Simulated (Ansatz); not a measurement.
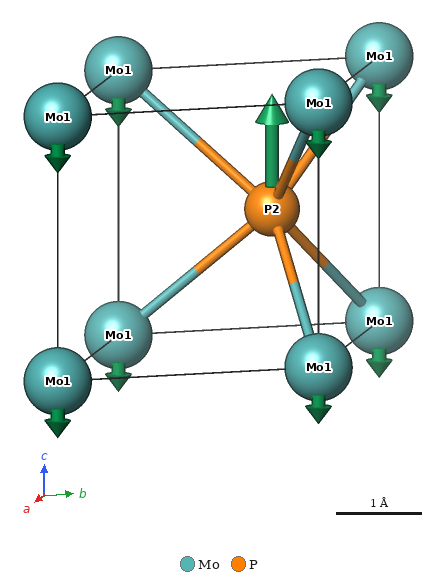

Phonons of a crystal of MoP relaxed at 1 GPa, at the zone centre. The optical levels lie at 391, 400 (×2) cm⁻¹. One mode is drawn. The green arrows give the relative displacements of the atoms. Style: ball-and-stick. Shown: the cell of the calculation, slightly off an axis.

Computed with DFT PBE, scalar-relativistic, plane waves, PAW in Ansatz 0.2.0. (plane-wave cutoff 420 eV; k-point mesh 18 × 18 × 14; occupations fermi dirac; smearing width 0.15 eV; target pressure 1 GPa; no spin polarisation)

The frequencies depend somewhat on the k-mesh and the smearing.

To which level does it belong?

The level at 391 cm⁻¹. This is the A₂″ mode, the lowest optical level, infrared-active by symmetry. The P sublattice moves against the Mo sublattice, along c; the kinetic energy is shared as P 76 %, Mo 24 %. The crystal is a metal, so free carriers screen the infrared response.
